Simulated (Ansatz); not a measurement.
**From HSE06 to G0W0: BaH2 (Pnma)**

Wanted: the gap of BaH2 (Pnma) with a many-body correction, and the time that it takes.

Main program and level: Ansatz 0.2.0; HSE06, then G0W0 on it, plane waves, PAW.

## 1. Set-up

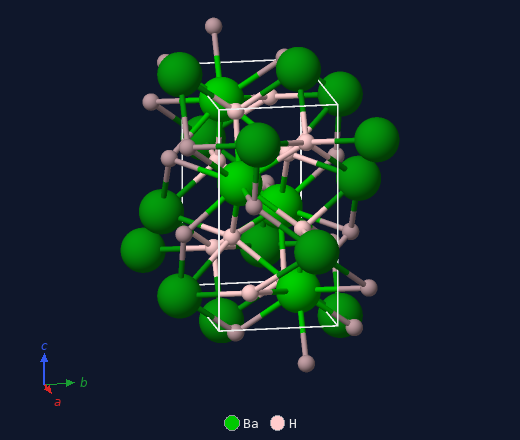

The cell as given, slightly off an axis (barium green, hydrogen pink). Some periodic images of atoms are drawn too.

The cell and positions come from the Crystallography Open Database and are kept as given unless a step says otherwise. Spin-orbit coupling is left out unless a step names it.

The logs state that the PAW files were generated under PBE.

## 2. HSE06 levels on the mesh and at listed points

HSE06 mixes in a quarter of exact exchange at short range.

This step: DFT, HSE06, plane waves, PAW; PAW set soft_1.

Input file input.yaml:

```yaml
crystal:
  lattice:
    - [6.792, 0.0, 0.0]
    - [0.0, 4.168, 0.0]
    - [0.0, 0.0, 7.858]
  atoms:
    - { symbol: Ba, position: [0.26029, 0.25, 0.88863] }
    - { symbol: Ba, position: [0.23971, 0.75, 0.38863] }
    - { symbol: Ba, position: [0.76029, 0.25, 0.61137] }
    - { symbol: Ba, position: [0.73971, 0.75, 0.11137] }
    - { symbol: H, position: [0.043, 0.25, 0.174] }
    - { symbol: H, position: [0.457, 0.75, 0.674] }
    - { symbol: H, position: [0.543, 0.25, 0.326] }
    - { symbol: H, position: [0.957, 0.75, 0.826] }
    - { symbol: H, position: [0.646, 0.25, 0.9135] }
    - { symbol: H, position: [0.854, 0.75, 0.4135] }
    - { symbol: H, position: [0.146, 0.25, 0.5865] }
    - { symbol: H, position: [0.354, 0.75, 0.0865] }
kpoints:
  mp_grid: { grid: [2, 4, 2] }
  band_path:
    path:
      - [0.0, 0.0, 0.0]
      - [0.5, 0.0, 0.0]
      - [0.5, 0.5, 0.0]
      - [0.0, 0.5, 0.0]
      - [0.0, 0.0, 0.5]
      - [0.5, 0.0, 0.5]
      - [0.5, 0.5, 0.5]
      - [0.0, 0.5, 0.5]
      - [0.25, 0.0, 0.0]
      - [0.5, 0.35, 0.0]
      - [-0.5, 0.3333333333, 0.0]
    npoints: 1
hamiltonian:
  xc: hse06
  pseudopotentials: { kind: paw, azcp: { folder: soft_1 } }
scf:
  occupations: { method: fixed }
  n_extra_bands: 8
output:
  eigenvalues: true
```

On the command line:

```
ansatz run input.yaml --threads 3 --pin off --max-ram 92160MiB --backend cuda --events-out ev --progress --plain --runs-dir out --devices 1 --max-vram 13GiB
```

Numbers of over 12 decimals in the logs are rounded to 6 here.

What it wrote:

```text
scf.n_extra_bands = 8 over 24 filled bands (N_el = 48.0): the run solves 32 bands
GPUs: using 1 of 1 available (devices: 1).
Engine: ansatz 0.2.0, x86_64-unknown-linux-gnu
Pseudopotentials: kind: paw
Pseudopotential: Ba, paw, valence charge 10, recommended cutoff 420 eV (normal), soft_1/Ba.paw.azcp
Pseudopotential: H, paw, valence charge 1, recommended cutoff 420 eV (normal), soft_1/H.paw.azcp
Functional definition: HSE06
  parameter a = 0.25
  parameter omega = 0.11/bohr
  exchange = pbe_x - a*pbe_x_sr(omega) + a*exact_x_sr(omega)
  correlation = pbe_c
davidson cushion auto → on  (no smearing: the cushion is to keep the highest requested band from converging to the state above it; pin scf.eigensolver.cushion to override)
device memory: the entry about to start is reckoned to put 1.5 GiB on a device that reports 59.9 GiB free (of which the cap on the GPU budget leaves the run 13.0 GiB)
GPU FFT provider: cuFFT
GPU libraries: cuBLAS 13.8.2, cuFFT 12.4.0, cuSOLVER 12.3.4
Crystal: 12 atoms, lattice volume = 222.453 Å³
Basis set: ecut = 420 eV, 4329 PW (Γ)
Bands: 32, of which v1, the nominal top of the filled ones, is band 24 counted from 1 (23 counted from 0)
Symmetry: 8 space group operations
Space group: Pnma (ITA 62), of the structure as read, at distance tolerance 6.1e-5 Å
k-points: 12 of 16
Non-local potential: Ba, projectors of the file, l = 0: 3, l = 1: 2, l = 2: 2, l = 3: 2
Non-local potential: H, projectors of the file, l = 0: 2, l = 1: 1
PAW form: soft (Blöchl's): semilocal exchange-correlation on the pseudo side does not see the compensation charge
PAW frozen core: Ba, regenerated for the run's functional, and the local potential with it (the file was generated under x = pbe(κ = 0.804, μ = 0.219515), c = pbe(β = 0.066725))
PAW one-centre angular grid: Ba, 194 points (default); XC on 64 Gauss nodes
PAW one-centre angular grid: H, 110 points (default); XC on 64 Gauss nodes
Initial density: superposition of atomic densities (chi_scale 0.1, normalization cell, long waves kept (reshape's long-wave potential 0.00 eV rms))
Initial wavefunctions: pseudopotential atomic-orbital guess
GPU buffer pool allocated for 77760 grid points (all kernels)
GPU transforms: local potential and band sums: pruned to the plane-wave sphere, on 45×27×54
Functional: x = pbe(κ = 0.804, μ = 0.219515), c = pbe(β = 0.066725), warm-up for x = pbe(κ = 0.804, μ = 0.219515) + 0.25 (exact − pbe) at short range (hse, ω = 0.207870 Å⁻¹), c = pbe(β = 0.066725); HSE06 as pw.x's `hse` composes it (authors' and Libxc's form: `xc: wpbeh`)
SCF iter   1: F=—  HF=-23933.624253 eV  |F-HF|=—  |Δ(HF+E_count)|=         —  Δρ=4.98e-2  dr2=6.41e0  ethr=1.00e-1  ⟨swp⟩=7.4  Hψ=1359  notcnv=0
preconditioner: auto → none  [insulator: Δε(μ)=3.715 eV  Ē_g=11.388 eV  n_scr=38 (ndim 8)  ℏωp=15.7 eV  f_vac=0.000]
iter 2 solved again at ethr=7.46e-4 eV; its pass at ethr=1.34e-2 eV (dr2=3.58e-1 eV) is discarded
SCF iter   2: F=—  HF=-23931.760055 eV  |F-HF|=—  |Δ(HF+E_count)|=    1.86e0  Δρ=1.13e-2  dr2=3.61e-1  ethr=7.46e-4  ⟨swp⟩=5.3  Hψ=2069  notcnv=0  defer=8
SCF iter   3: F=—  HF=-23931.776109 eV  |F-HF|=—  |Δ(HF+E_count)|=   1.61e-2  Δρ=2.84e-3  dr2=1.62e-2  ethr=7.46e-4  ⟨swp⟩=3.1  Hψ=971  notcnv=0
SCF iter   4: F=—  HF=-23931.794759 eV  |F-HF|=—  |Δ(HF+E_count)|=   1.87e-2  Δρ=6.74e-4  dr2=1.49e-3  ethr=3.38e-5  ⟨swp⟩=4.5  Hψ=1137  notcnv=0
SCF iter   5: F=-23931.795371 eV  HF=-23931.795343 eV  |F-HF|=2.75e-5  |Δ(HF+E_count)|=   5.84e-4  Δρ=1.93e-4  dr2=8.32e-5  ethr=3.11e-6  ⟨swp⟩=4.4  Hψ=1286  notcnv=0
SCF 1 stopped early in 5 iterations: F = -23931.795371 eV  dr2 = 8.32e-5
  greatest PAW one-centre occupation: 0.956 electrons in one spin orbital (limit 2), on the Ba atom at site 2 (counted from 0), in its partial waves of l = 0
device memory: the entry about to start is reckoned to put 1.9 GiB (of the 2.1 GiB reckoned in all, the device holds 0.2 GiB already) on a device that reports 60.6 GiB free (of which the cap on the GPU budget leaves the run 12.8 GiB)
GPU FFT provider: cuFFT
GPU libraries: cuBLAS 13.8.2, cuFFT 12.4.0, cuSOLVER 12.3.4
Initial density: handed on by an earlier stage of this run
Initial wavefunctions: those handed on with the density
GPU buffer pool allocated for 77760 grid points (all kernels)
GPU transforms: local potential and band sums: pruned to the plane-wave sphere, on 45×27×54
Functional: x = pbe(κ = 0.804, μ = 0.219515) + 0.25 (exact − pbe) at short range (hse, ω = 0.207870 Å⁻¹), c = pbe(β = 0.066725); HSE06 as pw.x's `hse` composes it (authors' and Libxc's form: `xc: wpbeh`)
Exchange kernel: α = 0.2500, screened, ω = 0.2079 Å⁻¹, Wigner–Seitz truncation, v(0) = 1027.3742 eV·Å³, q-mesh 2×4×2, nearest image of the exchange supercell L = 13.58 Å, pair-density grid 30×20×36, without the augmentation charges, whose exchange is taken in its separable form by FFT convolution over the k-point mesh (sized by the pseudopotential files, 45×30×54 at the most), smooth part of the exact exchange by density-matrix convolution in up to 3.31 GiB of GPU memory as planned if the GPU has room (build and FFT work areas not counted)
Frozen-core exchange: fock
SCF iter   1: F=—  HF=-23951.961867 eV  |F-HF|=—  |Δ(HF+E_count)|=         —  Δρ=2.03e-3  dr2=1.40e-2  ethr=1.73e-6  ⟨swp⟩=8.5  Hψ=2195  notcnv=0
preconditioner: auto → none  [insulator: Δε(μ)=4.058 eV  Ē_g=12.827 eV  n_scr=38 (ndim 8)  ℏωp=15.7 eV  f_vac=0.000]
SCF iter   2: F=—  HF=-23951.957622 eV  |F-HF|=—  |Δ(HF+E_count)|=   4.24e-3  Δρ=1.01e-3  dr2=1.76e-3  ethr=1.73e-6  ⟨swp⟩=4.4  Hψ=1494  notcnv=0
SCF iter   3: F=—  HF=-23951.969045 eV  |F-HF|=—  |Δ(HF+E_count)|=   1.14e-2  Δρ=3.54e-4  dr2=4.02e-4  ethr=1.70e-6  ⟨swp⟩=4.8  Hψ=1385  notcnv=0  defer=2
SCF iter   4: F=—  HF=-23951.968936 eV  |F-HF|=—  |Δ(HF+E_count)|=   1.09e-4  Δρ=8.94e-5  dr2=3.91e-5  ethr=8.02e-7  ⟨swp⟩=3.0  Hψ=1033  notcnv=0
SCF iter   5: F=—  HF=-23951.969206 eV  |F-HF|=—  |Δ(HF+E_count)|=   2.70e-4  Δρ=9.38e-5  dr2=2.25e-5  ethr=2.36e-8  ⟨swp⟩=5.1  Hψ=1453  notcnv=0  defer=2
SCF iter   6: F=-23951.969197 eV  HF=-23951.969198 eV  |F-HF|=5.74e-8  |Δ(HF+E_count)|=   8.73e-6  Δρ=6.66e-6  dr2=6.94e-7  ethr=2.36e-8  ⟨swp⟩=3.0  Hψ=1043  notcnv=0
SCF 2 stopped early in 6 iterations: F = -23951.969197 eV  dr2 = 6.94e-7
  greatest PAW one-centre occupation: 0.957 electrons in one spin orbital (limit 2), on the Ba atom at site 1 (counted from 0), in its partial waves of l = 0
hybrid outer 1: dexx = +1.304e-2 eV, tail = 1.69e-5 eV
GPU FFT provider: cuFFT
GPU libraries: cuBLAS 13.8.2, cuFFT 12.4.0, cuSOLVER 12.3.4
GPU buffer pool allocated for 77760 grid points (all kernels)
GPU transforms: local potential and band sums: pruned to the plane-wave sphere, on 45×27×54
Exchange kernel: α = 0.2500, screened, ω = 0.2079 Å⁻¹, Wigner–Seitz truncation, v(0) = 1027.3742 eV·Å³, q-mesh 2×4×2, nearest image of the exchange supercell L = 13.58 Å, pair-density grid 30×20×36, without the augmentation charges, whose exchange is taken in its separable form by FFT convolution over the k-point mesh (sized by the pseudopotential files, 45×30×54 at the most), smooth part of the exact exchange by density-matrix convolution in up to 3.31 GiB of GPU memory as planned if the GPU has room (build and FFT work areas not counted)
Frozen-core exchange: fock
SCF iter   1: F=—  HF=-23951.969407 eV  |F-HF|=—  |Δ(HF+E_count)|=         —  Δρ=2.69e-5  dr2=1.37e-6  ethr=1.76e-7  ⟨swp⟩=3.6  Hψ=1015  notcnv=0
preconditioner: auto → none  [insulator: Δε(μ)=4.052 eV  Ē_g=12.862 eV  n_scr=38 (ndim 8)  ℏωp=15.7 eV  f_vac=0.000]
iter 2 solved again at ethr=1.35e-10 eV; its pass at ethr=2.51e-9 eV (dr2=6.47e-8 eV) is discarded
SCF iter   2: F=—  HF=-23951.969407 eV  |F-HF|=—  |Δ(HF+E_count)|=   3.64e-7  Δρ=9.20e-6  dr2=1.18e-7  ethr=1.35e-10  ⟨swp⟩=3.3  Hψ=2171  notcnv=0
eigensolver tolerance schedule calibrated: the retry pair's looser diagonalisation under-reported the residual by θ = 0.13 (0.10/decade); ethr = c·dr2/N_el runs at the constant in force after the calibration composes with the one it found (an armed cap, an earlier calibration), c = 9.4e-2
SCF iter   3: F=-23951.969407 eV  HF=-23951.969407 eV  |F-HF|=3.57e-8  |Δ(HF+E_count)|=   3.29e-8  Δρ=4.28e-6  dr2=8.07e-8  ethr=1.35e-10  ⟨swp⟩=3.5  Hψ=1246  notcnv=0
SCF 3 converged in 3 iterations: F = -23951.969407 eV  dr2 = 8.07e-8
  greatest PAW one-centre occupation: 0.957 electrons in one spin orbital (limit 2), on the Ba atom at site 3 (counted from 0), in its partial waves of l = 0
hybrid outer 2: dexx = +4.252e-7 eV, tail = 1.80e-7 eV, Δε = 6.62e-4 eV (about 6.35e-5 eV left of the loop's levels)
device memory: the entry about to start is reckoned to put 0.8 GiB on a device that reports 60.5 GiB free (of which the cap on the GPU budget leaves the run 13.0 GiB)
NSCF: frozen V_eff on 11 k-points
hybrid SCF converged: 2 outer / 9 inner (+5 warm-up), last move |dexx| = 4.25e-7 eV, tail = 1.80e-7 eV
Stability not checked: this state was not tested for a lower state beside it, because the functional holds exact exchange (a hybrid, or Hartree-Fock), whose exchange loop this test does not read (fock_operator; see scf.lower_state_search)
Free energy (F): -23951.969407 eV
Frozen-core exchange: fock
Harris-Foulkes:  -23951.969407 eV  (|F-HF|=3.57e-8)
Internal energy: -23951.969407 eV  (E = F + TS)
E sigma→0 (E₀):  -23951.969407 eV
Fermi energy:    4.019162 eV
--- Per-component energies (eV) ---
  E_band       = -328.684583
  E_kinetic    = 740.429362
  E_local      = -1382.190665  (includes V_loc(G=0)·N_el)
  E_nonlocal   = 375.125023
  E_hartree    = 388.428274
  E_xc         = -692.800830
  E_vxc        = -487.085252  (∫ρ·V_xc dr)
  E_exx        = -89.302770  (= α·E_x^exact, valence–valence)
  E_paw        = -20887.397212  (= ΣΔE_a)
  E_vpaw       = -173.202518  (= ΣTr[D̂ρ^β])
  E_aug_tail   = -0.007140  (compensation charges beyond the density's cutoff)
  E_ewald      = -2403.660525
  E_core_change = -0.592924  (= ΣΔE_core)
  E_smearing   = -0.000000  (= −TS)
  E_closure    = -0.000000  (closes the sum)
  Σ components = -23951.969407   (vs F -23951.969407, Δ=0.00e0)
--- Band table (eV; the first three rows and the last of 12) ---
  k-point 0: bands = [... 20 lower, 3.2924, 3.4035, 3.8469, 4.0192, 8.6789, 8.9675, 9.3175, 9.6411, ... 4 higher]
  k-point 1: bands = [... 20 lower, 3.5265, 3.5265, 3.7749, 3.7749, 8.4446, 8.4446, 8.8820, 8.8820, ... 4 higher]
  k-point 2: bands = [... 20 lower, 3.1845, 3.4523, 3.4621, 3.5783, 8.3960, 8.5783, 9.2152, 9.5409, ... 4 higher]
  k-point 11: bands = [... 20 lower, 3.3973, 3.3973, 3.3973, 3.3973, 8.6042, 8.6042, 8.6042, 8.6042, ... 4 higher]
```

Elapsed: 30 s, on 1 × NVIDIA H100 80GB HBM3 (shared by 6 runs) with 3 threads of AMD EPYC 7R13 (Zen 3), shared host; peak memory 1.3 GiB; 30 s of CPU time.

Numbers from this step:

* gap: 3.901 eV
* valence top at: Γ
* conduction bottom at: k = (0.500, 0.350, 0.000)
* least direct gap: 4.506 eV
* exact-exchange fraction: 0.25

Over mesh and listed points the gap is 3.901 eV, from k = Γ to k = (0.500, 0.350, 0.000). The least direct gap found is 4.506 eV, at k = (-0.500, 0.333, 0.000). On the 2×4×2 mesh alone the same run gives 4.051 eV, so that mesh misses an edge of HSE06: 4.051 − 3.901 = +0.150 eV.

(Continued in part 2 of 2.)

[Paths, hosts, dates, memory and timing lines, banners, echoed tables and standing remarks are left out of the program output.]

[Logs are printed without paths, hosts, clocks, repeated set-up lines and the standing remarks that a program may print on its own settings, such as how far it seeks lower states.]

[Runs of the session that timed out or met a known fault of the program may be left out.]

[Cells called generated may have been cut or substituted from an entry of the Crystallography Open Database or the Materials Project.]

[Hosts, paths, dates, database ids (printed as entryN), source tags and the programs' standing remarks are cut or masked in the printed files.]

[Where an RPA ε∞ is given, it is that of the G0W0 mesh and is not shown converged in it. Names of k-points follow the symmetry that the program found, which can be lower than the space group named. Band edges on a path are those of the sampled points; other points can move an edge, and change direct to indirect where valleys lie close.]

[Hybrid gaps are those of their k-mesh and are not shown converged in it.]
